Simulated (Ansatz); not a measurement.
## Single-point calculation of AlRu

System: AlRu (C2/c, 4 atoms in the cell).
Method: DFT PBE, scalar-relativistic, plane waves, PAW, no spin polarisation (Ansatz 0.2.0).

The structure was made by swapping elements on the sites of another compound; it need not be a known phase. It belongs to a series of runs on one base structure; here: tenorite type (C2/c, No. 15). Figures and captions count atoms from 1; the log counts them from 0 in places.

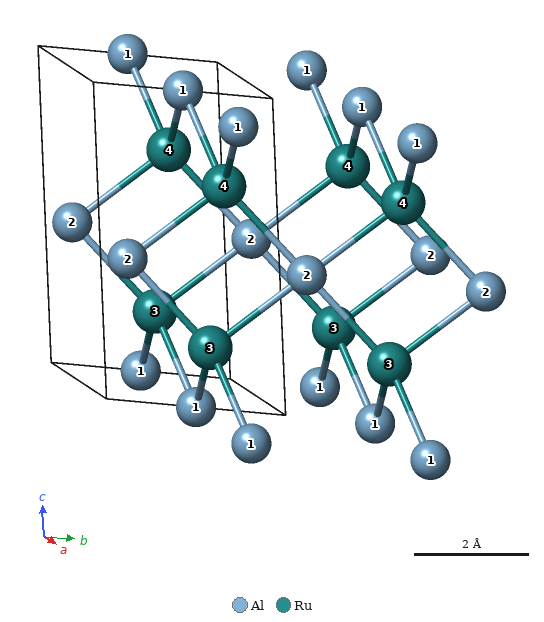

Figure 1. The structure (ball-and-stick view of the cell of the calculation, repeated 2 × 2 × 1, seen slightly off an axis; atoms are numbered from 1 in the order of the input).

Summary

```tsv
quantity	value
outcome	converged
space group (tolerance 0.01 Å)	C2/c (15)
electrons treated	38
free energy	−12827.3126 eV
Fermi energy	16.016 eV
gap on the k-point mesh	none (metallic)
pressure	66.36 GPa
largest force (length of the vector)	2.712 eV/Å
hardware	1 thread of Intel Xeon (Granite Rapids), 192 GiB of memory available, shared host
wall time	1.4 s
peak memory	0.36 GiB
```

Input file
```yaml
crystal:
  lattice:
    - [2.5613531101, -1.8717012521, 0.0]
    - [2.5613531101, 1.8717012521, 0.0]
    - [-0.9297038598, 0.0, 5.5319474154]
  atoms:
    - { symbol: Al, position: [0.0, 0.5, 0.0] }
    - { symbol: Al, position: [0.5, 0.0, 0.5] }
    - { symbol: Ru, position: [0.5816, 0.4184, 0.25] }
    - { symbol: Ru, position: [0.4184, 0.5816, 0.75] }
basis:
  ecutwfc: 420
kpoints:
  mp_grid: { grid: [6, 6, 4] }
hamiltonian:
  xc: pbe
scf:
  occupations: { method: gaussian, width: 0.1 }
  lower_state_search: "off"
output:
  forces: true
  stress: true
  eigenvalues: true
```

Run as:
```bash
ansatz run input.yaml --threads 1 --pin off --max-ram 2560MiB --backend cpu --events-out ev --progress --plain --runs-dir out
```

The program's output
```
Engine: ansatz 0.2.0, x86_64-unknown-linux-gnu
Pseudopotentials: kind: paw
Pseudopotential: Al, paw, valence charge 3, recommended cutoff 420 eV (normal), Al.paw.azcp
Pseudopotential: Ru, paw, valence charge 16, recommended cutoff 420 eV (normal), Ru.paw.azcp
Functional definition: PBE
  parameter kappa = 0.804
  parameter beta = 0.06672455060314922
  exchange = pbe_x(kappa = kappa, mu = beta*pi^2/3)
  correlation = pbe_c(beta = beta)
Crystal: 4 atoms, lattice volume = 53.041 Å³
Basis set: ecut = 420 eV, 1039 PW (Γ), exchange–correlation on 48×48×80 points (8 copies of the dense FFT grid, shifted against one another)
Bands: 23, of which v1, the nominal top of the filled ones, is band 19 counted from 1 (18 counted from 0)
Symmetry: 4 space group operations
Space group: C2/c (ITA 15), of the structure as read, at distance tolerance 3.8e-5 Å
k-points: 47 of 144
Non-local potential: Al, projectors of the file, l = 0: 2, l = 1: 2, l = 2: 1
Non-local potential: Ru, projectors of the file, l = 0: 3, l = 1: 2, l = 2: 2, l = 3: 1
PAW form: soft (Blöchl's): semilocal exchange-correlation on the pseudo side does not see the compensation charge
PAW one-centre angular grid: Al, 110 points (default); XC on 64 Gauss nodes
PAW one-centre angular grid: Ru, 590 points (default); XC on 64 Gauss nodes
Initial density: superposition of atomic densities (neutral atoms: chi_scale 0, normalization atom), corrected by the library's trained network
Initial wavefunctions: pseudopotential atomic-orbital guess
Functional: x = pbe(κ = 0.804, μ = 0.2195149727645171), c = pbe(β = 0.06672455060314922)
SCF iter   1: F=—  HF=-12827.316392 eV  |F-HF|=—  |Δ(HF+E_count)|=         —  Δρ=8.76e-3  dr2=1.19e-2  ethr=1.77e-3  ⟨swp⟩=5.6  Hψ=4929  notcnv=0
preconditioner: auto → Kerker (q_TF=auto, 2.581 Å⁻¹)  [metal: Δε(μ)=0.005 eV  Ē_g=6.193 eV  σ=0.100 eV  W_gap=0.03  n_scr=20 (ndim 8)  ℏωp=23.9 eV  f_vac=0.000  D(μ)=3.59/eV (n_scr^D=36)]
SCF iter   2: F=—  HF=-12827.314748 eV  |F-HF|=—  |Δ(HF+E_count)|=   1.64e-3  Δρ=4.50e-3  dr2=3.38e-3  ethr=3.12e-5  ⟨swp⟩=1.9  Hψ=1670  notcnv=0
SCF iter   3: F=—  HF=-12827.312550 eV  |F-HF|=—  |Δ(HF+E_count)|=   2.20e-3  Δρ=5.40e-4  dr2=1.08e-4  ethr=8.90e-6  ⟨swp⟩=3.0  Hψ=1972  notcnv=0
SCF iter   4: F=—  HF=-12827.312544 eV  |F-HF|=—  |Δ(HF+E_count)|=   5.90e-6  Δρ=1.40e-4  dr2=1.01e-5  ethr=2.83e-7  ⟨swp⟩=2.0  Hψ=1972  notcnv=0
SCF iter   5: F=—  HF=-12827.312574 eV  |F-HF|=—  |Δ(HF+E_count)|=   3.04e-5  Δρ=4.53e-5  dr2=1.10e-6  ethr=2.65e-8  ⟨swp⟩=2.1  Hψ=1582  notcnv=0
SCF iter   6: F=-12827.312574 eV  HF=-12827.312574 eV  |F-HF|=2.02e-9  |Δ(HF+E_count)|=   1.47e-7  Δρ=8.06e-6  dr2=2.32e-8  ethr=2.63e-10  ⟨swp⟩=3.6  Hψ=4593  notcnv=0
SCF 1 converged in 6 iterations: F = -12827.312574 eV  dr2 = 2.32e-8
  greatest PAW one-centre occupation: 0.999 electrons in one spin orbital (limit 2), on the Ru atom at site 3 (counted from 0), in its partial waves of l = 0
```

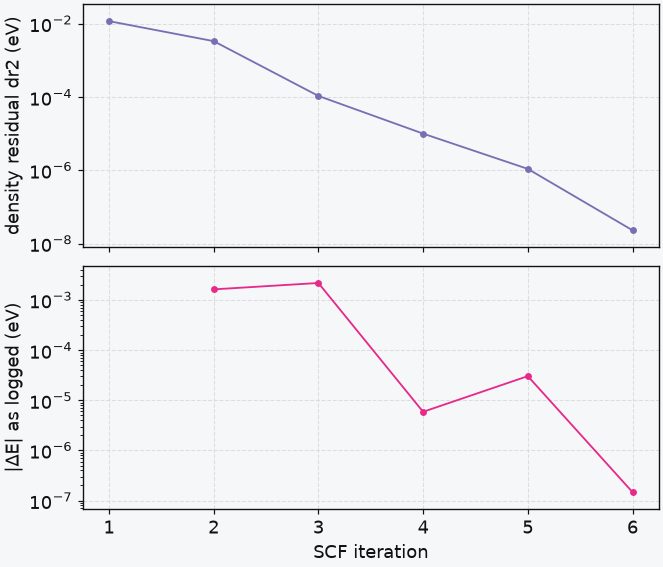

Figure 2. Convergence of the self-consistent field: density residual dr2 and size of the energy change against the SCF iteration. The residual falls at every step.

```
SCF converged after 6 iterations
Free energy (F): -12827.312574 eV
Harris-Foulkes:  -12827.312574 eV  (|F-HF|=2.02e-9)
Internal energy: -12827.294465 eV  (E = F + TS)
E sigma→0 (E₀):  -12827.303519 eV
Entropy (-TS):   -0.018110 eV (-4.527 meV/atom)
Fermi energy:    16.015746 eV
--- Per-component energies (eV) ---
  E_band       = -243.642282
  E_kinetic    = 1113.481332
  E_local      = -3724.853506  (includes V_loc(G=0)·N_el)
  E_nonlocal   = 723.927507
  E_hartree    = 1327.387754
  E_xc         = -470.124566
  E_vxc        = -548.542819  (∫ρ·V_xc dr)
  E_paw        = -7865.226969  (= ΣΔE_a)
  E_vpaw       = -462.430383  (= ΣTr[D̂ρ^β])
  E_aug_tail   = -0.000360  (compensation charges beyond the density's cutoff)
  E_ewald      = -3931.885656
  E_smearing   = -0.018110  (= −TS)
  E_closure    = -0.000000  (closes the sum)
  Σ components = -12827.312574   (vs F -12827.312574, Δ=0.00e0)
--- Forces (eV/Å), atoms counted from 1 ---
  atom   1  Al     0.00000000     0.00000000    -0.00000000
  atom   2  Al    -0.00000000     0.00000000     0.00000000
  atom   3  Ru    -0.00000000    -2.71215302     0.00000000
  atom   4  Ru     0.00000000     2.71215302    -0.00000000
  max |Σ_I F_I| component: 3.94e-31 eV/Å
--- Stress (GPa, compression-positive) ---
       69.322419       0.000000     -19.905057
        0.000000      33.264864       0.000000
      -19.905053       0.000000      96.489612
  P = ⅓ Tr σ = 66.3590 GPa (663.590 kbar)
--- Band table (eV; the first three rows and the last of 47) ---
  k-point 0: bands = ["-55.5236", "-55.4918", "-26.0460", "-25.7319", "-25.6258", "-25.6040", "-25.5221", "-25.5167", "6.8890", "10.8224", "11.6818", "12.0425", "12.8867", "13.0003", "13.5543", "13.9671", "14.7953", "14.9383", "15.1634", "15.4413", "18.6194", "22.1097", "24.7812"]
  k-point 1: bands = ["-55.5189", "-55.4964", "-25.9985", "-25.7722", "-25.6266", "-25.6174", "-25.5197", "-25.5139", "7.2609", "9.7217", "12.0884", "12.2753", "12.8041", "12.8258", "13.5937", "14.0718", "14.8423", "15.0289", "15.1902", "15.4626", "19.4399", "22.3029", "23.5029"]
  k-point 2: bands = ["-55.5077", "-55.5077", "-25.8834", "-25.8834", "-25.6265", "-25.6265", "-25.5150", "-25.5150", "8.2924", "8.2924", "12.3332", "12.3332", "12.6881", "12.6881", "13.8352", "13.8352", "15.0627", "15.0627", "15.3990", "15.3990", "21.1408", "21.1408", "23.0793"]
  k-point 46: bands = ["-55.4944", "-55.4944", "-25.9055", "-25.9055", "-25.7255", "-25.7255", "-25.5800", "-25.5800", "11.0181", "11.0181", "11.8687", "11.8687", "12.5677", "12.5677", "14.4157", "14.4157", "16.2683", "16.2683", "16.7988", "16.7988", "18.7520", "18.7520", "19.4426"]
```

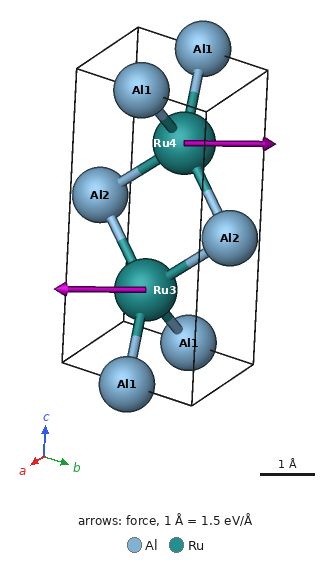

Figure 3. Forces on the atoms as pink arrows (ball-and-stick view of the cell of the calculation, seen slightly off an axis; atoms are numbered from 1 in the order of the input). The largest act on Ru3, Ru4 (2.71 eV/Å). The geometry is not a stationary point of this energy.

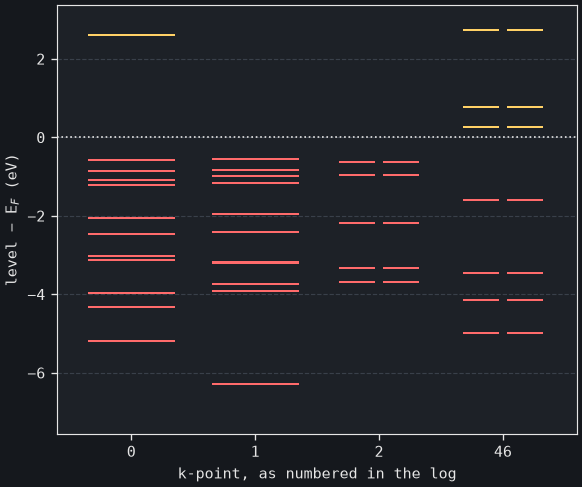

Figure 4. Kohn–Sham levels near the Fermi level (dotted) at the few k-points that the log prints; levels within 0.02 eV of each other stand side by side. The system is metallic on the full mesh.
